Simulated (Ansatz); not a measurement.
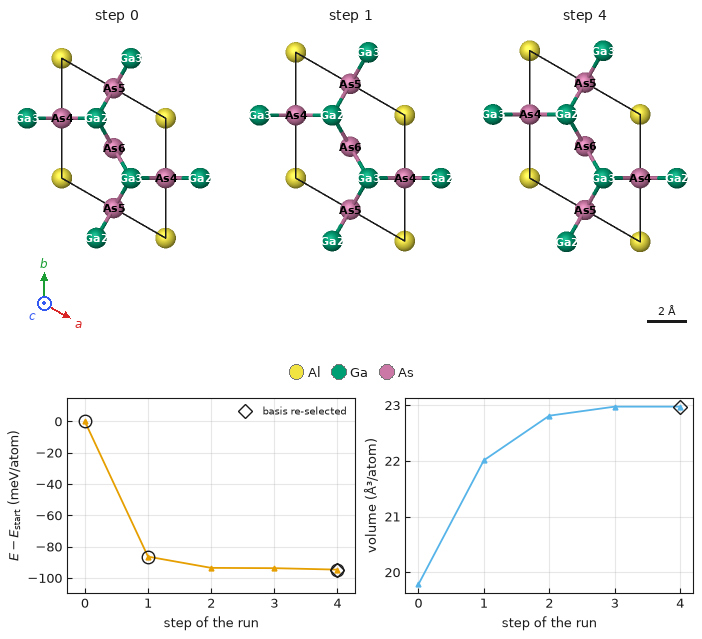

Frames of a relaxation of solid AlGa$_{2}$As$_{3}$ (a generated structure, set up in P6/mmm) (coarse preliminary run), marked on the history of the run. A ball-and-stick model of the cell of the calculation, seen along the c axis.

These are results of Ansatz, DFT PBE, scalar-relativistic, plane waves, PAW, not measurements. Settings: plane-wave cutoff 420 eV; k-point mesh 3 × 3 × 6; occupations gaussian; smearing width 0.1 eV; no spin polarisation; cell and atoms relaxed; force threshold 0.04 eV/Å; at most 70 steps.

Question: What happens along the run?

Answer: No atom moves by more than 0.005 Å relative to the cell. The volume changes by +16.1 %, with a = b 6.199 → 6.591 Å (+6.3 %), c 3.567 → 3.664 Å (+2.7 %). Some distances before and after: As–Ga 2.526 → 2.641 Å. The space group stays P6/mmm (No. 191). After 3 accepted moves (4 points after the start) the energy has fallen by 94.6 meV per atom. All forces vanish by symmetry, so only the cell relaxes. Pressure: 10.49 GPa at the start and 0.06 GPa at the end. The SCF was repeated once at an unchanged geometry on a basis and grid sized afresh for the cell, which shifted the energy by 0.9 meV per atom at most. The run took 43 s on 1 thread of AMD EPYC (Zen 3) (shared host), peak memory 0.45 GiB. From step 0 to 1: volume +11.3 %, energy −86.3 meV per atom. From step 1 to 4: volume +4.4 %, energy −8.3 meV per atom.
